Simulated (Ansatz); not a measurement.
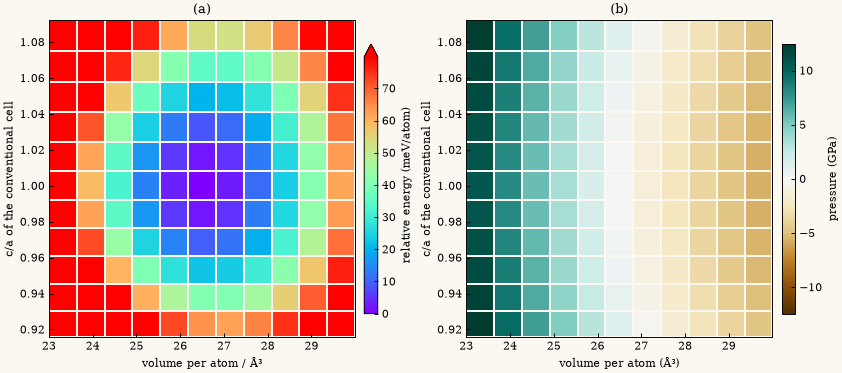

PbSe (Fm-3m, No. 225; 2 atoms in the cell). The energy is mapped over volume and the cell's shape. First axis: volume per atom. Second axis: c/a of the conventional cell. Nothing is relaxed (symmetry fixes all fractional coordinates). The grid has 11 × 11 points. Points are written as (first, second). Energies: meV/atom, counted from the lowest grid point. The lowest point has no gap; 116 points of the grid have one on the k-mesh. Computed with DFT LDA+D3(BJ), scalar-relativistic, plane waves, PAW in Ansatz 0.2.0. Settings: cutoff 420 eV, k-mesh 12×12×12, gaussian smearing 0.03 eV, no spin polarisation.

Panel (a) is the energy and panel (b) the computed pressure on the same grid.

In the figure: one coloured cell a grid point, one colour for all values above the top of the scale.

How does the pressure vary over the map, and what is it at the lowest grid point?

Answer. It runs from −5.6 GPa at (29.68 Å³, 1.000) to 12.4 GPa at (23.32 Å³, 0.923). At the lowest grid point, (26.50 Å³, 1.000), it is 0.0 GPa. The pressure is minus the slope of the energy with volume, so it vanishes at the true minimum, which need not be a grid point.

```
c/a of the conventional cell ↓, volume per atom →  23.32  23.95  24.59  25.23  25.86  26.50  27.13  27.77  28.41  29.04  29.68
                                            1.083   12.3    9.5    7.0    4.8    2.9    1.1   −0.4   −1.7   −2.9   −3.9   −4.8
                                            1.066   11.9    9.0    6.5    4.4    2.4    0.7   −0.8   −2.1   −3.2   −4.2   −5.1
                                            1.049   11.4    8.6    6.2    4.0    2.1    0.4   −1.0   −2.3   −3.4   −4.4   −5.3
                                            1.033   11.1    8.3    5.9    3.7    1.9    0.2   −1.3   −2.5   −3.6   −4.6   −5.5
                                            1.016   10.9    8.2    5.7    3.6    1.7    0.1   −1.4   −2.6   −3.7   −4.7   −5.6
                                            1.000   10.9    8.1    5.7    3.5    1.7    0.0   −1.4   −2.7   −3.8   −4.8   −5.6
                                            0.984   10.9    8.2    5.7    3.6    1.7    0.1   −1.4   −2.6   −3.7   −4.7   −5.6
                                            0.968   11.1    8.3    5.9    3.7    1.9    0.2   −1.2   −2.5   −3.6   −4.6   −5.5
                                            0.953   11.5    8.7    6.2    4.0    2.1    0.4   −1.0   −2.3   −3.4   −4.4   −5.3
                                            0.938   11.9    9.1    6.6    4.4    2.5    0.8   −0.7   −2.0   −3.1   −4.1   −5.0
                                            0.923   12.4    9.6    7.1    4.9    3.0    1.2   −0.3   −1.6   −2.8   −3.8   −4.7
```
